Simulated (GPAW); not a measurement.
# AlN (P6_3mc): refractive index against wavelength

The refractive index of AlN (P6_3mc) along x below the direct gap (4.17 eV on the mesh) is read from one computed spectrum, n = √(Re ε). x, y and z are the Cartesian axes of the input cell.

Cell: a, b, c = 3.113, 3.113, 4.981 Å (primitive vectors), 4 atoms.

Method: GPAW 26.7.0, PBE, RPA, k-mesh 12×12×6, local fields up to 50 eV, Lorentzian half width 0.12 eV.

Launch of the response step: `OMP_NUM_THREADS=1 python df.py`. The run took 2.4 min, its band step included, on 1 thread of Arm Neoverse V1, with other jobs on the host.

| wavelength (nm) | photon energy E (eV) | n |
| --- | --- | --- |
| 1310 | 0.946 | 2.0755 |
| 1064 | 1.165 | 2.0808 |
| 850 | 1.459 | 2.0897 |
| 700 | 1.771 | 2.1019 |
| 633 | 1.959 | 2.1106 |
| 532 | 2.331 | 2.1313 |
| 450 | 2.755 | ? |

In the single-oscillator model n² − 1 = E₀E_d/(E₀² − E²), so 1/(n² − 1) = E₀/E_d − E²/(E₀E_d) is linear in E².

Working, on the rows shown:

| x = E² (eV²) | y = 1/(n² − 1) |
| --- | --- |
| 0.895757 | 0.302325 |
| 1.35784 | 0.300325 |
| 2.12762 | 0.297014 |
| 3.13716 | 0.29257 |
| 3.83641 | 0.289466 |
| 5.43137 | 0.282291 |

Means: x̄ = 2.7977, ȳ = 0.294. Σ(x − x̄)(y − ȳ) = -0.06299, Σ(x − x̄)² = 14.27. Slope = -0.06299 / 14.27 = -0.004414; intercept = ȳ − slope · x̄ = 0.30635. Turned back into n, the line misses the rows shown by at most 0.00024.

Fill in the last column of the withheld row.

At x = 7.5912 the line gives y = 0.27284, that is 2.1599. The run gave 2.1618, so the extrapolation is off by 0.0019, 2 % of the range in the table.

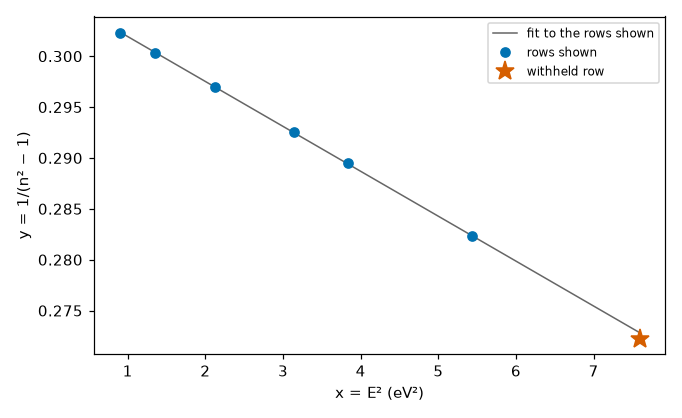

Refitted with all rows, the slope is -0.004488 and the intercept 0.30652. These give E₀ = √(intercept/−slope) = 8.26 eV and E_d = E₀/intercept = 27.0 eV; E₀ is 2.0 times the direct gap. The electronic limit at long wavelengths, without lattice vibrations, is n = √(1 + 1/intercept) = 2.065. The cell comes from an older database entry, whose edges can be off by a per cent or so. Excitons are left out; PBE gaps are as a rule too small. The values come from a sum over the points of one k-mesh and carry its error, which grows as the direct gap shrinks.
